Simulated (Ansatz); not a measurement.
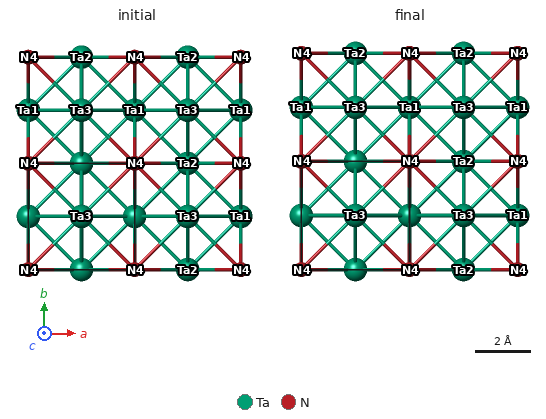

The structure of crystalline Ta3N (built on the Cu3Au (L1_2)_221 type) (coarse preliminary run) before (left) and after (right) a relaxation, at one scale.

A ball-and-stick model of the cell of the calculation, repeated 2 × 2 × 1 with one cell outlined, seen along the c axis.

Case: Cu3Au (L1_2) type (Pm-3m, No. 221).

Level of theory: Ansatz, DFT PBE, scalar-relativistic, plane waves, PAW. (plane-wave cutoff 420 eV; k-point mesh 4 × 4 × 4; occupations gaussian; smearing width 0.1 eV; no spin polarisation; cell and atoms relaxed; force threshold 0.04 eV/Å; at most 70 steps)

**What changed between the two?**

The atoms keep their places relative to the cell (all moves are under 0.005 Å). Cell: a = b = c 3.899 → 3.970 Å (+1.8 %). Volume +5.5 %. Among the contacts that change: Ta1–N4 2.757 → 2.807 Å, Ta1–Ta2 2.757 → 2.807 Å. The space group stays Pm-3m (No. 221). Over 2 accepted moves (4 points after the start) the energy falls by 25.7 meV per atom. All forces vanish by symmetry, so only the cell relaxes. Pressure: 10.50 GPa at the start and 0.07 GPa at the end. The line search rejected the trial step at point 1 of the run. The SCF was repeated once at an unchanged geometry on a basis and grid sized afresh for the cell, which shifted the energy by 1.3 meV per atom at most.

Limits of the set-up: the k-point mesh is coarse for a cell with partly filled bands.
